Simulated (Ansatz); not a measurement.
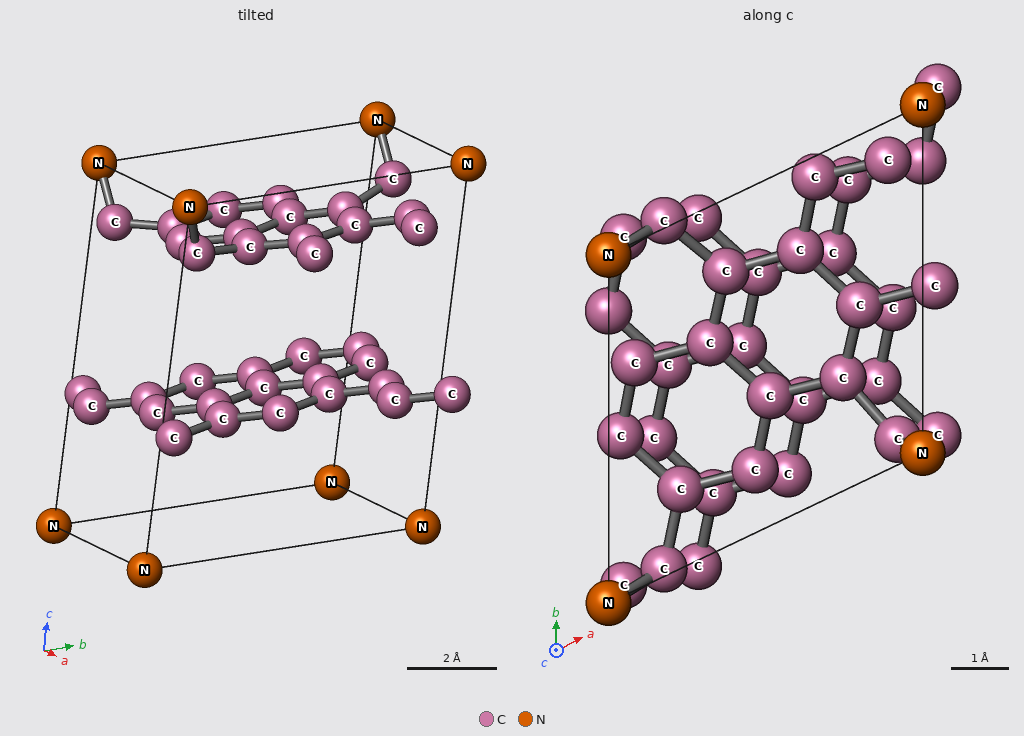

This ball-and-stick model is shown slightly off an axis and along the c axis. The lines enclose the simulation cell; boundary atoms appear with their images.

In words:

The structure is one of C$_{28}$N. Its symmetry is the lowest possible, P1. With Z = 1, the cell contains 28 C, 1 N. About every N there are two C in a bent arrangement at about 1.5 Å. The bonds build C and C14N layers parallel to (001).

Origin of the cell: a structure listed in the Materials Project, repeated into a supercell with a point defect put in. The cell was then strained or its atoms displaced on purpose. It was run through Ansatz as a DFT input.
